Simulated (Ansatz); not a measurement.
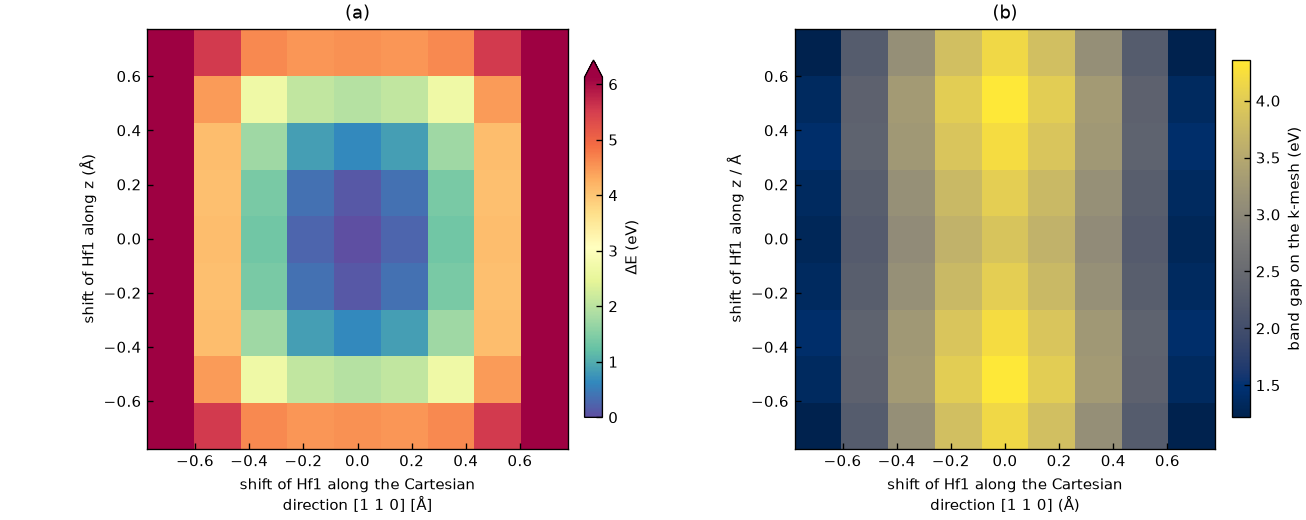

HfO₂ (P4_2/mnm, No. 136; 6 atoms in the cell). 
- One atom moved over a plane, all else fixed (x along [1 0 0], y along [0 1 0], z along [0 0 1] of the conventional cell).
- The first coordinate is: shift of Hf1 along the Cartesian direction [1 1 0]; the second: shift of Hf1 along z.
- Nothing is relaxed (all other atoms fixed).
- Grid: 9 × 9 points; 25 points were computed and 56 follow by symmetry.
- Points are written as (first, second).
- Energies are in eV per cell, from the lowest grid point.
- Method: DFT PBE, scalar-relativistic, plane waves, PAW (Ansatz 0.2.0). Settings: cutoff 420 eV, k-mesh 6×6×8 in the order of the run's cell vectors, gaussian smearing 0.05 eV, no spin polarisation.

Panel (a) is the energy and panel (b) the computed band gap on the k-mesh on the same grid.

Drawn: one coloured cell a grid point, one colour for all values above the top of the scale.

> How does the band gap on the k-mesh vary over the map, and what is it at the lowest grid point?

It runs from 1.22 eV at (−0.690 Å, −0.690 Å) to 4.36 eV at (0.000 Å, −0.517 Å). At the lowest grid point, (0.000 Å, 0.000 Å), it is 3.90 eV.

PAW datasets: the set soft_1.
